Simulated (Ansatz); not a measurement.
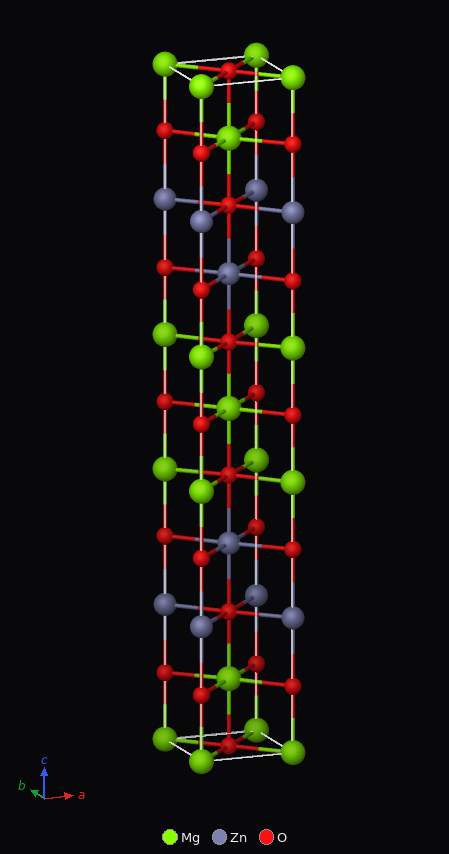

The figure gives a ball-and-stick picture of the atoms, viewed slightly off an axis. One conventional unit cell is outlined, and atoms on its boundary appear in each equivalent place.

Mg3Zn2O5, space group I4/mmm (No. 139), a = 3.031 Å, b = 3.031 Å, c = 21.441 Å, α = 90.00°, β = 90.00°, γ = 90.00°. It goes back to a structure type filled with these elements by a generator (whether the compound takes this form wasn't checked). Earlier steps of the study, as a rule a relaxation of our own, may have changed the cell and positions, so they can lie some per cent off the listed ones. It was the input of a calculation with Ansatz.

This one geometry was computed with Ansatz (DFT, plane waves, PAW) at three levels of theory: PBE, PBEsol and r2SCAN.

> Which level gives the highest pressure at this volume, and what does that say about its equilibrium volume?

Highest: PBE (0.0 GPa), which points to the largest equilibrium volume. Lowest, with the smallest volume: r2SCAN (-6.3 GPa). Levels within 0.5 GPa of each other can't be told apart.

> How does the band gap change with the level of theory?

PBEsol: a gap of 1.97 eV, indirect; PBE: a gap of 2.05 eV, indirect; r2SCAN: a gap of 2.69 eV, indirect.

> Collect the results in a table.

| level | cutoff (eV) | k-mesh of the run's cell | gap (eV) | pressure (GPa) |
| --- | --- | --- | --- | --- |
| PBE | 420 | 12×12×12 | 2.05 | 0.0 |
| PBEsol | 420 | 12×12×12 | 1.97 | -5.6 |
| r2SCAN | 500 | 12×12×12 | 2.69 | -6.3 |

Gaps are taken on the k-mesh or band path of each run.
